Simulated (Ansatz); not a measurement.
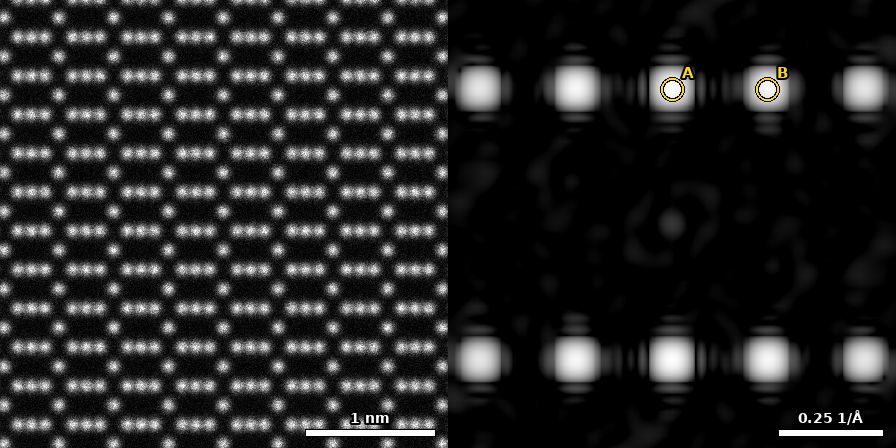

Z-contrast image of Hg (Pm-3n, No. 223) along [110]. The image is simulated as a sum over atoms of Z^1.7, blurred by a 0.78 Å probe (no channelling). The probe carries 15 % of its weight in a tail 2.5 times as wide. Shot noise was added. Atomic positions: coordinates from a relaxation with DFT r2SCAN, scalar-relativistic, plane waves, PAW (Ansatz 0.2.0); the starting structure was generated, so it need not be a known form of this composition.

The right panel is the modulus of the image's Fourier transform on a logarithmic scale.

a = 6.098 Å, b = 6.098 Å, c = 6.098 Å, α = 90.00°, β = 90.00°, γ = 90.00°

Question: Index the marked spots and give their plane spacings (the zone axis points at the viewer; indices equivalent by symmetry, or all signs reversed, are as good).

Answer: A: (0 0 -2), d = 3.05 Å; B: (1 -1 -2), d = 2.49 Å. A and B enclose 35°, and every spot obeys the zone law hu + kv + lw = 0 for [110].
